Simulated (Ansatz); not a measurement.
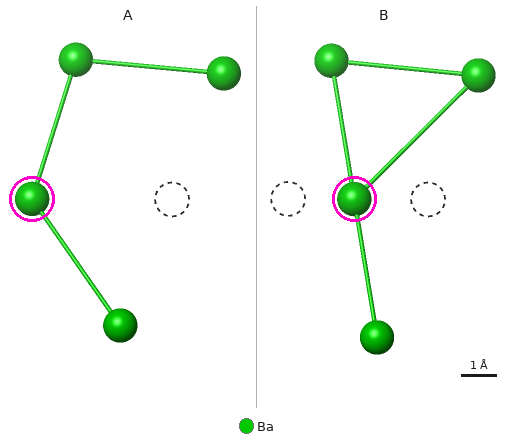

A vacancy jump of barium in Ba (Im-3m phase), in a neutral cell with 23 atoms, whose images lie 12.3 Å apart. One frame is the relaxed vacancy; in the other the neighbouring Ba atom (ringed) was set half-way along its jump of 4.35 Å and all atoms were relaxed in the symmetry of that start. Dashed circles mark empty sites. Style: ball-and-stick. Shown: the slice 3.8 Å thick through the jump, out to 5.4 Å from its middle, across the jump.

Computed with DFT PBE, scalar-relativistic, plane waves, PAW (Ansatz). (plane-wave cutoff 420 eV; k-point mesh 4 × 4 × 2; occupations gaussian; smearing width 0.1 eV; no spin polarisation; atoms relaxed in a fixed cell; force threshold 0.02 eV/Å).

### Which frame is the half-way one, and how far apart are the two in energy?

Frame B is the half-way start after relaxation. It lies 0.24 eV above the relaxed vacancy. The atom stays half-way, on the straight line. The symmetry of the start was kept and can hold it there, so for a path with one hump at the middle this is the barrier or an upper bound to it. There it has 6 Ba as nearest neighbours, the closest at 4.29 Å. Both cells are metallic on the mesh.
